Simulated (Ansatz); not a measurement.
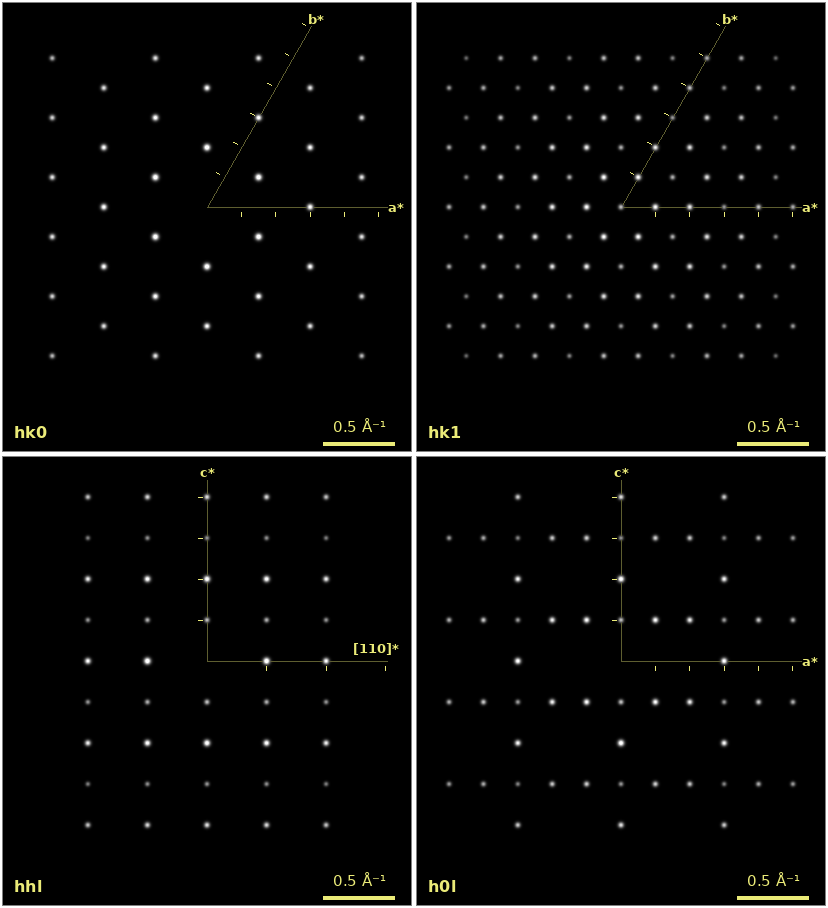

Simulated precession-type sections (X-rays; kinematic intensities, B = 0.5 Å²). The ticks mark integer indices of the conventional cell.

The compound is Se. Structure: the input geometry of an electronic-structure calculation (not necessarily at equilibrium); the starting structure was generated, so it need not be a known form of this composition.

Question: Read the reciprocal cell and give the direct cell.

Answer: a* = 0.245, b* = 0.245, c* = 0.293 Å⁻¹, γ* = 60°; the cell is hexagonal with a = 4.71 Å, c = 3.42 Å (hexagonal axes).

Question: Which reflection conditions do the layers show?

Answer: Reflections are present only under these conditions. hkl: no condition; hk0: no condition; h0l: no condition; hhl: no condition; 00l: no condition. The lattice is primitive (P). A few very weak reflections are below the display threshold.

Question: Which space groups fit?

Answer: The intensities have Laue symmetry 6/mmm (the hk0 layer shows 6mm, hk1 shows 6mm). With these conditions the candidates are P622 (No. 177), P6mm (No. 183), P-6m2 (No. 187), P-62m (No. 189), P6/mmm (No. 191). Diffraction geometry alone does not choose among them; the structure has P6/mmm.
